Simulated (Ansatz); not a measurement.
## Geometry relaxation, with input and output: TaN (part 2 of 2)

The same run, continued: TaN (P6₃/mmc, 4 atoms in the cell); DFT PBE, scalar-relativistic, plane waves, PAW, no spin polarisation (Ansatz 0.2.0); cutoff 420 eV, 6×6×4 k-mesh, Gaussian smearing of 0.1 eV. The structure derives from an entry of the Crystallography Open Database.

Geometry of the input (Å; fractional positions):
```
3.0480  0.0000  0.0000
-1.5240  2.6396  0.0000
0.0000  0.0000  4.9180
Ta 0.0000  0.0000  0.0000
Ta 0.0000  0.0000  0.5000
N  0.3333  0.6667  0.2500
N  0.6667  0.3333  0.7500
```

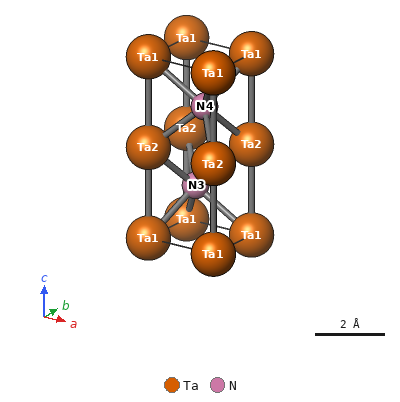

Figure 1. The geometry at step 3 of the log (ball-and-stick view of the cell of the calculation, seen slightly off an axis; atoms are numbered from 1 in the order of the input).

**The program's output, continued**
```
SCF iter   1: F=—  HF=-20636.136537 eV  |F-HF|=—  |Δ(HF+E_count)|=         —  Δρ=1.12e-3  dr2=5.29e-4  ethr=1.46e-6  ⟨swp⟩=2.1  Hψ=2575  notcnv=0
preconditioner: auto → Kerker (q_TF=auto, 2.645 Å⁻¹)  [metal: Δε(μ)=0.094 eV  Ē_g=10.938 eV  σ=0.100 eV  W_gap=0.47  n_scr=10 (ndim 8)  ℏωp=25.2 eV  f_vac=0.000  D(μ)=1.79/eV (n_scr^D=22)]
SCF iter   2: F=—  HF=-20636.136420 eV  |F-HF|=—  |Δ(HF+E_count)|=   1.16e-4  Δρ=4.37e-4  dr2=1.12e-4  ethr=1.46e-6  ⟨swp⟩=2.0  Hψ=685  notcnv=0
SCF iter   3: F=—  HF=-20636.136120 eV  |F-HF|=—  |Δ(HF+E_count)|=   3.00e-4  Δρ=2.19e-4  dr2=2.97e-5  ethr=3.10e-7  ⟨swp⟩=1.1  Hψ=550  notcnv=0
SCF iter   4: F=—  HF=-20636.136110 eV  |F-HF|=—  |Δ(HF+E_count)|=   1.07e-5  Δρ=4.43e-5  dr2=8.98e-7  ethr=8.26e-8  ⟨swp⟩=2.0  Hψ=752  notcnv=0
SCF iter   5: F=-20636.136110 eV  HF=-20636.136110 eV  |F-HF|=1.25e-8  |Δ(HF+E_count)|=   1.00e-8  Δρ=9.65e-6  dr2=3.47e-8  ethr=1.11e-9  ⟨swp⟩=5.4  Hψ=2111  notcnv=0
SCF 6 converged in 5 iterations: F = -20636.136110 eV  dr2 = 3.47e-8
relax step   6: F+E_penalty+E_count = -20636.13610953 eV  Δ(F+E_penalty+E_count) = -3.028e-3 eV  max|allowed force component| = 3.701e-17 eV/Å  Δτ_max = 0.0000 Å  P = +0.131 GPa  Ω = 43.342 Å³  energy of the carried Pulay correction = -1.240e-2 eV  (5 SCF iters, dr2 threshold 4.00e-7 eV, accepted)
Basis set: ecut = 420 eV, 835 PW (Γ), exchange–correlation on 40×40×80 points (8 copies of the dense FFT grid, shifted against one another)
Initial wavefunctions: pseudopotential atomic-orbital guess (no wavefunctions were taken with the density)
iter 1 solved again at ethr=1.61e-6 eV; its pass at ethr=3.10e-3 eV (dr2=5.79e-4 eV) is discarded
SCF iter   1: F=—  HF=-20636.223643 eV  |F-HF|=—  |Δ(HF+E_count)|=         —  Δρ=2.69e-3  dr2=6.20e-4  ethr=1.61e-6  ⟨swp⟩=2.3  Hψ=3523  notcnv=0
preconditioner: auto → Kerker (q_TF=auto, 2.645 Å⁻¹)  [metal: Δε(μ)=0.089 eV  Ē_g=10.941 eV  σ=0.100 eV  W_gap=0.45  n_scr=10 (ndim 8)  ℏωp=25.2 eV  f_vac=0.000  D(μ)=1.82/eV (n_scr^D=22)]
SCF iter   2: F=—  HF=-20636.224283 eV  |F-HF|=—  |Δ(HF+E_count)|=   6.39e-4  Δρ=1.33e-3  dr2=9.62e-5  ethr=1.61e-6  ⟨swp⟩=2.0  Hψ=722  notcnv=0
SCF iter   3: F=—  HF=-20636.224533 eV  |F-HF|=—  |Δ(HF+E_count)|=   2.50e-4  Δρ=5.34e-4  dr2=1.58e-5  ethr=2.67e-7  ⟨swp⟩=2.0  Hψ=638  notcnv=0
SCF iter   4: F=—  HF=-20636.224579 eV  |F-HF|=—  |Δ(HF+E_count)|=   4.63e-5  Δρ=1.90e-5  dr2=9.22e-8  ethr=4.38e-8  ⟨swp⟩=2.0  Hψ=736  notcnv=0
SCF iter   5: F=—  HF=-20636.224581 eV  |F-HF|=—  |Δ(HF+E_count)|=   2.08e-6  Δρ=3.71e-6  dr2=7.82e-9  ethr=2.56e-10  ⟨swp⟩=2.7  Hψ=878  notcnv=0
SCF iter   6: F=-20636.224581 eV  HF=-20636.224581 eV  |F-HF|=7.28e-11  |Δ(HF+E_count)|=  7.42e-10  Δρ=9.92e-7  dr2=3.59e-10  ethr=1.11e-11  ⟨swp⟩=4.2  Hψ=1634  notcnv=0
SCF 7 converged in 6 iterations: F = -20636.224581 eV  dr2 = 3.59e-10
relax step   7: F+E_penalty+E_count = -20636.22458095 eV  Δ(F+E_penalty+E_count) = -8.847e-2 eV  max|allowed force component| = 2.776e-17 eV/Å  Δτ_max = 0.0000 Å  P = +1.930 GPa  Ω = 43.342 Å³  stress off target by 4.45e0 GPa  SCF on the basis re-selected at this cell (its energy is not comparable with the rows above)  (6 SCF iters)
basis re-selected at this cell: Δ(F+E_penalty+E_count) = -8.847e-2 eV, ΔP = +1.799 GPa vs the last step (what re-selecting the basis moved, of the pressure what is left beyond the Pulay correction that the steps carried, after the strain that the cell walked since its last selection, with what the two solves' SCF thresholds leave and, on support functions, any second-order correction that the steps lacked; it is no measure of the basis error at this ecutwfc). The dense FFT grid was sized anew with the basis: this SCF ran on 20×20×40 points, the steps before it on 24×24×36, so part of this shift can come from that change (see relax.cell in the input reference). This SCF's stress stands 4.45e0 GPa from its target on what of the cell is left free (relax.cell.stress_tol is 5.00e-1 GPa) and its largest allowed force component is 2.78e-17 eV/Å (relax.f_tol is 5.00e-2 eV/Å): not within both, so this SCF does not close the relaxation
Crystal: 4 atoms, lattice volume = 43.563 Å³
Basis set: ecut = 420 eV, 847 PW (Γ), exchange–correlation on 40×40×80 points (8 copies of the dense FFT grid, shifted against one another)
iter 1 solved again at ethr=1.83e-6 eV; its pass at ethr=3.10e-3 eV (dr2=6.57e-4 eV) is discarded
SCF iter   1: F=—  HF=-20636.227479 eV  |F-HF|=—  |Δ(HF+E_count)|=         —  Δρ=1.21e-3  dr2=6.92e-4  ethr=1.83e-6  ⟨swp⟩=2.0  Hψ=2603  notcnv=0
preconditioner: auto → Kerker (q_TF=auto, 2.643 Å⁻¹)  [metal: Δε(μ)=0.068 eV  Ē_g=10.878 eV  σ=0.100 eV  W_gap=0.35  n_scr=10 (ndim 8)  ℏωp=25.2 eV  f_vac=0.000  D(μ)=1.84/eV (n_scr^D=22)]
SCF iter   2: F=—  HF=-20636.227320 eV  |F-HF|=—  |Δ(HF+E_count)|=   1.59e-4  Δρ=5.21e-4  dr2=1.36e-4  ethr=1.83e-6  ⟨swp⟩=2.2  Hψ=661  notcnv=0
SCF iter   3: F=—  HF=-20636.227251 eV  |F-HF|=—  |Δ(HF+E_count)|=   6.92e-5  Δρ=2.31e-4  dr2=3.15e-5  ethr=3.79e-7  ⟨swp⟩=2.0  Hψ=635  notcnv=0
SCF iter   4: F=—  HF=-20636.227240 eV  |F-HF|=—  |Δ(HF+E_count)|=   1.12e-5  Δρ=4.69e-5  dr2=6.17e-7  ethr=8.74e-8  ⟨swp⟩=2.4  Hψ=795  notcnv=0
SCF iter   5: F=-20636.227240 eV  HF=-20636.227240 eV  |F-HF|=3.87e-9  |Δ(HF+E_count)|=   8.37e-8  Δρ=8.77e-6  dr2=2.45e-8  ethr=1.11e-9  ⟨swp⟩=5.1  Hψ=2086  notcnv=0
SCF 8 converged in 5 iterations: F = -20636.227240 eV  dr2 = 2.45e-8
relax step   8: F+E_penalty+E_count = -20636.22723997 eV  Δ(F+E_penalty+E_count) = -2.659e-3 eV  max|allowed force component| = 8.327e-17 eV/Å  Δτ_max = 0.0000 Å  P = +0.082 GPa  Ω = 43.563 Å³  energy of the carried Pulay correction = -6.285e-4 eV  (5 SCF iters, dr2 threshold 4.00e-7 eV, accepted)
iter 1 solved again at ethr=4.05e-8 eV; its pass at ethr=3.10e-3 eV (dr2=1.46e-5 eV) is discarded
SCF iter   1: F=—  HF=-20636.228016 eV  |F-HF|=—  |Δ(HF+E_count)|=         —  Δρ=1.02e-4  dr2=1.72e-7  ethr=4.05e-8  ⟨swp⟩=3.3  Hψ=3849  notcnv=0
preconditioner: auto → Kerker (q_TF=auto, 2.643 Å⁻¹)  [metal: Δε(μ)=0.072 eV  Ē_g=10.881 eV  σ=0.100 eV  W_gap=0.37  n_scr=10 (ndim 8)  ℏωp=25.2 eV  f_vac=0.000  D(μ)=1.86/eV (n_scr^D=22)]
SCF iter   2: F=—  HF=-20636.228004 eV  |F-HF|=—  |Δ(HF+E_count)|=   1.14e-5  Δρ=5.21e-5  dr2=4.99e-8  ethr=4.78e-10  ⟨swp⟩=2.0  Hψ=725  notcnv=0
SCF iter   3: F=—  HF=-20636.228007 eV  |F-HF|=—  |Δ(HF+E_count)|=   2.72e-6  Δρ=4.21e-6  dr2=4.14e-9  ethr=1.39e-10  ⟨swp⟩=2.4  Hψ=730  notcnv=0
SCF iter   4: F=-20636.228007 eV  HF=-20636.228007 eV  |F-HF|=8.55e-10  |Δ(HF+E_count)|=   5.15e-9  Δρ=1.27e-6  dr2=4.32e-10  ethr=1.11e-11  ⟨swp⟩=4.7  Hψ=1751  notcnv=0
SCF 9 converged in 4 iterations: F = -20636.228007 eV  dr2 = 4.32e-10
relax step   9: F+E_penalty+E_count = -20636.22800710 eV  Δ(F+E_penalty+E_count) = -7.671e-4 eV  max|allowed force component| = 1.295e-16 eV/Å  Δτ_max = 0.0000 Å  P = +0.086 GPa  Ω = 43.563 Å³  stress off target by 4.71e-1 GPa  SCF on the basis re-selected at this cell (its energy is not comparable with the rows above)  (4 SCF iters)
basis re-selected at this cell: Δ(F+E_penalty+E_count) = -7.671e-4 eV, ΔP = +0.004 GPa vs the last step (what re-selecting the basis moved, of the pressure what is left beyond the Pulay correction that the steps carried, after the strain that the cell walked since its last selection, with what the two solves' SCF thresholds leave and, on support functions, any second-order correction that the steps lacked; it is no measure of the basis error at this ecutwfc). This SCF's stress stands 4.71e-1 GPa from its target on what of the cell is left free (relax.cell.stress_tol is 5.00e-1 GPa) and its largest allowed force component is 1.30e-16 eV/Å (relax.f_tol is 5.00e-2 eV/Å): within both
SCF converged after 4 iterations
Free energy (F): -20636.228007 eV
Harris-Foulkes:  -20636.228007 eV  (|F-HF|=8.55e-10)
Internal energy: -20636.218722 eV  (E = F + TS)
E sigma→0 (E₀):  -20636.223365 eV
Entropy (-TS):   -0.009285 eV (-2.321 meV/atom)
Fermi energy:    19.901301 eV
--- Per-component energies (eV) ---
  E_band       = -109.372883
  E_kinetic    = 998.325803
  E_local      = -1214.956258  (includes V_loc(G=0)·N_el)
  E_nonlocal   = 120.007215
  E_hartree    = 408.397495
  E_xc         = -559.567649
  E_vxc        = -564.339402  (∫ρ·V_xc dr)
  E_paw        = -17048.364640  (= ΣΔE_a)
  E_vpaw       = -265.205995  (= ΣTr[D̂ρ^β])
  E_aug_tail   = 0.000423  (compensation charges beyond the density's cutoff)
  E_ewald      = -3340.061111
  E_smearing   = -0.009285  (= −TS)
  E_closure    = 0.000000  (closes the sum)
  Σ components = -20636.228007   (vs F -20636.228007, Δ=0.00e0)
--- Forces (eV/Å), atoms counted from 1 ---
  atom   1  Ta     0.00000000     0.00000000    -0.00000000
  atom   2  Ta     0.00000000     0.00000000     0.00000000
  atom   3  N      0.00000000     0.00000000    -0.00000000
  atom   4  N      0.00000000    -0.00000000     0.00000000
  max |Σ_I F_I| component: 4.20e-30 eV/Å
--- Stress (GPa, compression-positive) ---
       -0.106190      -0.000000      -0.000000
        0.000000      -0.106190      -0.000000
       -0.000000      -0.000000       0.470597
  P = ⅓ Tr σ = 0.0861 GPa (0.861 kbar)
--- Band table (eV; the first three rows and the last of 21) ---
  k-point 0: bands = ["-48.4353", "-48.3980", "-15.5411", "-14.7796", "-14.5295", "-14.5295", "-14.4678", "-14.4678", "2.4869", "4.8517", "10.7816", "15.1968", "15.1968", "15.7346", "16.5372", "18.0353", "18.0353", "19.8018", "19.8018", "20.5843", "20.5843", "22.3839", "23.1467", "23.9870", "23.9870", "26.0087"]
  k-point 1: bands = ["-48.4299", "-48.4034", "-15.4356", "-14.8977", "-14.5205", "-14.5205", "-14.4769", "-14.4769", "2.7770", "4.4133", "11.4094", "14.5229", "15.4461", "15.4461", "17.2249", "17.2249", "17.6502", "20.5635", "20.5635", "20.7500", "20.7500", "21.3260", "23.7997", "23.8838", "23.8838", "25.4589"]
  k-point 2: bands = ["-48.4167", "-48.4167", "-15.1731", "-15.1731", "-14.4988", "-14.4988", "-14.4988", "-14.4988", "3.5298", "3.5298", "12.8576", "12.8576", "16.1621", "16.1621", "16.1621", "16.1621", "19.3714", "19.3714", "21.0136", "21.0136", "21.0136", "21.0136", "24.3512", "24.3512", "24.3512", "24.3512"]
  k-point 20: bands = ["-48.3241", "-48.3241", "-15.2384", "-15.2384", "-15.2234", "-15.2234", "-14.9279", "-14.9279", "4.8090", "4.8090", "12.9007", "12.9007", "14.2616", "14.2616", "14.3393", "14.3393", "19.6057", "19.6057", "22.7312", "22.7312", "23.1422", "23.1422", "24.0100", "24.0100", "28.3318", "28.3318"]
--- Relaxed structure (7 steps of the walk, 7 accepted, 2 SCFs on fresh bases) ---
  F+E_penalty+E_count = -20636.22800710 eV   max|allowed force component| = 1.295e-16 eV/Å   (the final SCF, on the basis selected at the relaxed cell)
  cell:  # Å, volume = 43.5625 Å³
    - [2.918442557020559, 0.0, 0.0]
    - [-1.4592212785102796, 2.527445393865419, 0.0]
    - [0.0, 0.0, 5.905815377044689]
  atoms:
    - { symbol: Ta, position: [1.389839685931191e-34, 1.2131773308430687e-34, -5.547785186150027e-35] }
    - { symbol: Ta, position: [6.813965536249275e-35, -1.510534029788935e-35, 0.49999999999999994] }
    - { symbol: N, position: [0.3333333333333333, 0.6666666666666666, 0.24999999999999997] }
    - { symbol: N, position: [0.6666666666666666, 0.3333333333333333, 0.7499999999999999] }
```

**Trajectory as extended XYZ (Å, eV, eV/Å), 9 frames, from step=1 to step=9**
```
4
Lattice="3.0480 0.0000 0.0000 -1.5240 2.6396 0.0000 0.0000 0.0000 4.9180" Properties=species:S:1:pos:R:3:forces:R:3 step=1 energy=-20633.46791 pressure_GPa=59.40
Ta    0.0000    0.0000    0.0000    0.0000   0.0000   0.0000
Ta    0.0000    0.0000    2.4590    0.0000   0.0000   0.0000
N     0.0000    1.7598    1.2295    0.0000   0.0000   0.0000
N     1.5240    0.8799    3.6885    0.0000   0.0000   0.0000
4
Lattice="3.0735 0.0000 0.0000 -1.5367 2.6617 0.0000 0.0000 0.0000 5.1577" Properties=species:S:1:pos:R:3:forces:R:3 step=2 energy=-20634.64193 pressure_GPa=24.55
Ta    0.0000    0.0000    0.0000    0.0000   0.0000   0.0000
Ta    0.0000    0.0000    2.5788    0.0000   0.0000   0.0000
N     0.0000    1.7745    1.2894    0.0000   0.0000   0.0000
N     1.5367    0.8872    3.8683    0.0000   0.0000   0.0000
4
Lattice="3.0441 0.0000 0.0000 -1.5221 2.6363 0.0000 0.0000 0.0000 5.3973" Properties=species:S:1:pos:R:3:forces:R:3 step=3 energy=-20635.33861 pressure_GPa=9.30
Ta    0.0000    0.0000    0.0000    0.0000   0.0000   0.0000
Ta    0.0000    0.0000    2.6986    0.0000   0.0000   0.0000
N     0.0000    1.7575    1.3493    0.0000   0.0000   0.0000
N     1.5221    0.8788    4.0479    0.0000   0.0000   0.0000
4
Lattice="2.9811 0.0000 0.0000 -1.4906 2.5817 0.0000 0.0000 0.0000 5.6383" Properties=species:S:1:pos:R:3:forces:R:3 step=4 energy=-20635.92111 pressure_GPa=3.39
Ta    0.0000    0.0000    0.0000    0.0000   0.0000   0.0000
Ta    0.0000    0.0000    2.8191    0.0000   0.0000   0.0000
N     0.0000    1.7211    1.4096    0.0000   0.0000   0.0000
N     1.4906    0.8606    4.2287    0.0000   0.0000   0.0000
4
Lattice="2.9066 0.0000 0.0000 -1.4533 2.5172 0.0000 0.0000 0.0000 5.8783" Properties=species:S:1:pos:R:3:forces:R:3 step=5 energy=-20636.13308 pressure_GPa=2.65
Ta    0.0000    0.0000    0.0000    0.0000   0.0000   0.0000
Ta    0.0000    0.0000    2.9391    0.0000   0.0000   0.0000
N     0.0000    1.6781    1.4696    0.0000   0.0000   0.0000
N     1.4533    0.8391    4.4087    0.0000   0.0000   0.0000
4
Lattice="2.9183 0.0000 0.0000 -1.4591 2.5273 0.0000 0.0000 0.0000 5.8766" Properties=species:S:1:pos:R:3:forces:R:3 step=6 energy=-20636.13611 pressure_GPa=0.13
Ta    0.0000    0.0000    0.0000    0.0000   0.0000   0.0000
Ta    0.0000    0.0000    2.9383    0.0000   0.0000   0.0000
N     0.0000    1.6849    1.4691    0.0000   0.0000   0.0000
N     1.4591    0.8424    4.4074    0.0000   0.0000   0.0000
4
Lattice="2.9183 0.0000 0.0000 -1.4591 2.5273 0.0000 0.0000 0.0000 5.8766" Properties=species:S:1:pos:R:3:forces:R:3 step=7 energy=-20636.22458 pressure_GPa=1.93
Ta    0.0000    0.0000    0.0000    0.0000   0.0000   0.0000
Ta    0.0000    0.0000    2.9383    0.0000   0.0000   0.0000
N     0.0000    1.6849    1.4691    0.0000   0.0000   0.0000
N     1.4591    0.8424    4.4074    0.0000   0.0000   0.0000
4
Lattice="2.9184 0.0000 0.0000 -1.4592 2.5274 0.0000 0.0000 0.0000 5.9058" Properties=species:S:1:pos:R:3:forces:R:3 step=8 energy=-20636.22724 pressure_GPa=0.08
Ta    0.0000    0.0000    0.0000    0.0000   0.0000   0.0000
Ta    0.0000    0.0000    2.9529    0.0000   0.0000   0.0000
N     0.0000    1.6850    1.4765    0.0000   0.0000   0.0000
N     1.4592    0.8425    4.4294    0.0000   0.0000   0.0000
4
Lattice="2.9184 0.0000 0.0000 -1.4592 2.5274 0.0000 0.0000 0.0000 5.9058" Properties=species:S:1:pos:R:3:forces:R:3 step=9 energy=-20636.22801 pressure_GPa=0.09
Ta    0.0000    0.0000    0.0000    0.0000   0.0000   0.0000
Ta    0.0000    0.0000    2.9529    0.0000   0.0000   0.0000
N     0.0000    1.6850    1.4765    0.0000   0.0000   0.0000
N     1.4592    0.8425    4.4294    0.0000   0.0000   0.0000
```

**Key numbers**

```csv
quantity,value
outcome,converged
space group (tolerance 0.01 Å),P6₃/mmc (194)
electrons treated,36
free energy,−20636.2280 eV
Fermi energy,19.901 eV
gap on the k-point mesh,none (metallic)
pressure,0.09 GPa
final volume,43.56 Å³
largest force (length of the vector) at the end,under 0.001 eV/Å
final cell,"a = 2.918 Å, b = 2.918 Å, c = 5.906 Å, α = 90.00°, β = 90.00°, γ = 120.00°"
hardware,"4 threads of Intel Xeon (Granite Rapids), 32 GiB of memory available, shared host"
wall time,3.1 s (CPU time 9.3 s)
peak memory,0.39 GiB
```

Spin–orbit coupling is left out, which matters for Ta.
